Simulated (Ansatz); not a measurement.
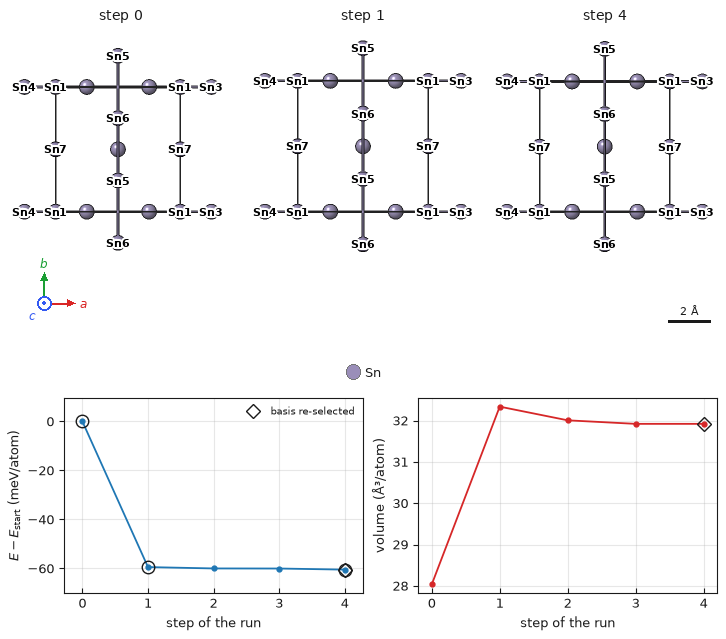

Frames of a relaxation of solid Sn (a generated structure, set up in Pm-3n), marked on the history of the run. A ball-and-stick model of the cell of the calculation, seen along the c axis.

Phase: A15.

Level of theory: DFT, BLYP, plane waves (420 eV) with PAW, scalar-relativistic in Ansatz. Settings: plane-wave cutoff 420 eV; k-point mesh 4 × 4 × 4; occupations fermi dirac; smearing width 0.1 eV; no spin polarisation; cell and atoms relaxed; force threshold 0.01 eV/Å; at most 60 steps.

Question: Describe the path.

Answer: The atoms keep their places relative to the cell (all moves are under 0.005 Å). The drawn cell changes as follows: a = b = c 6.076 → 6.344 Å (+4.4 %); the volume changes by +13.9 %. Some distances before and after: Sn–Sn 3.038 → 3.172 Å. The space group stays Pm-3n (No. 223). The energy falls by 60.5 meV per atom in 3 accepted moves (4 points after the start). All forces vanish by symmetry, so only the cell relaxes. The pressure goes from 5.62 to −0.01 GPa. The SCF was repeated once at an unchanged geometry on a basis and grid sized afresh for the cell, which shifted the energy by 0.4 meV per atom at most. From step 0 to 1: volume +15.3 %, energy −59.4 meV per atom. From step 1 to 4: volume −1.3 %, energy −1.0 meV per atom.

| step | E − E(0), meV/atom | pressure, GPa | volume, Å³/atom | note |
| --- | --- | --- | --- | --- |
| 0 | 0.00 | 5.62 | 28.035 |  |
| 1 | -59.43 | -0.41 | 32.338 |  |
| 2 | -59.98 | -0.08 | 32.007 |  |
| 3 | -60.01 | 0.00 | 31.921 |  |
| 4 | -60.46 | -0.01 | 31.921 | same geometry, new basis |
